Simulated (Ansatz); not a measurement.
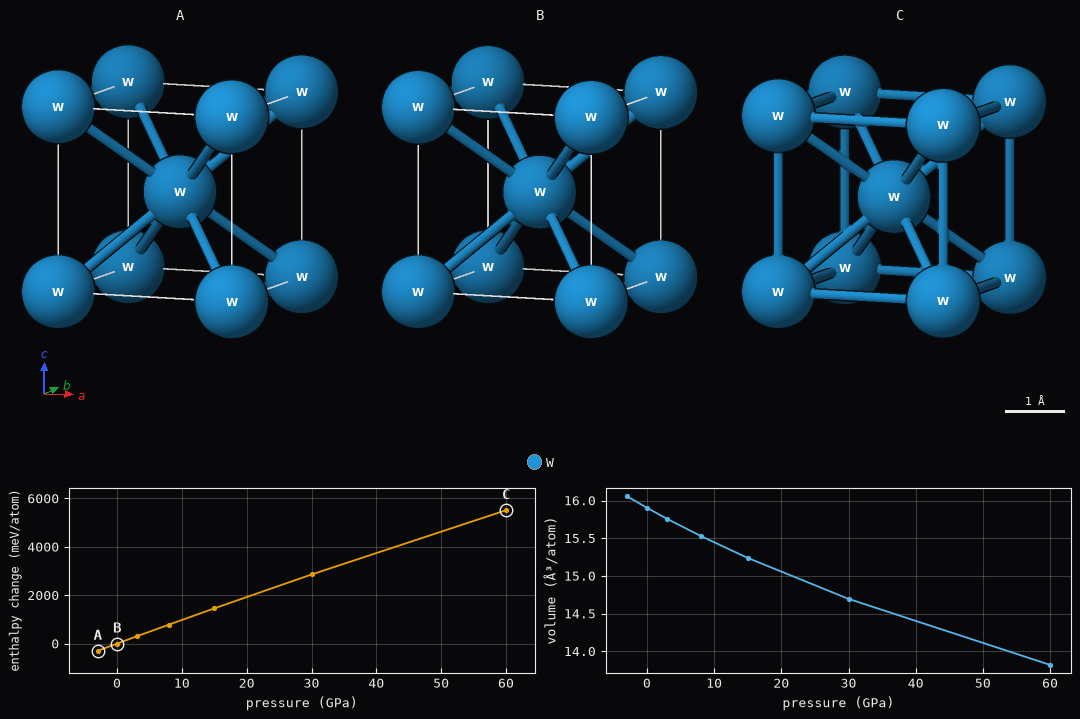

Members of a series of calculations on solid W (set up in Im-3m), marked on the first curve. Style: ball-and-stick. Shown: the conventional cell (2 times the calculation's cell), slightly off an axis. Lengths and directions refer to the drawn axes.

Level of theory: DFT r2SCAN, scalar-relativistic, plane waves, PAW in Ansatz. Set-up: plane-wave cutoff 500 eV; occupations gaussian; smearing width 0.1 eV; no spin polarisation. The k-mesh is chosen for each cell (18×18×18, 20×20×20).

> Describe the series.

The structure is relaxed at several pressures. A (pressure −3.0 GPa): enthalpy change −299 meV/atom, volume 16.06 Å³ per atom. B (pressure 0.0 GPa): enthalpy change 0.0 meV/atom, volume 15.90 Å³ per atom. C (pressure 60.0 GPa): enthalpy change 5513 meV/atom, volume 13.82 Å³ per atom. The rest compares A with C. The drawn cell changes as follows: a = b = c 3.179 → 3.023 Å (−4.9 %); the volume changes by −13.9 %. Some distances before and after: W–W 3.179 → 3.023 Å, W–W 2.753 → 2.618 Å.
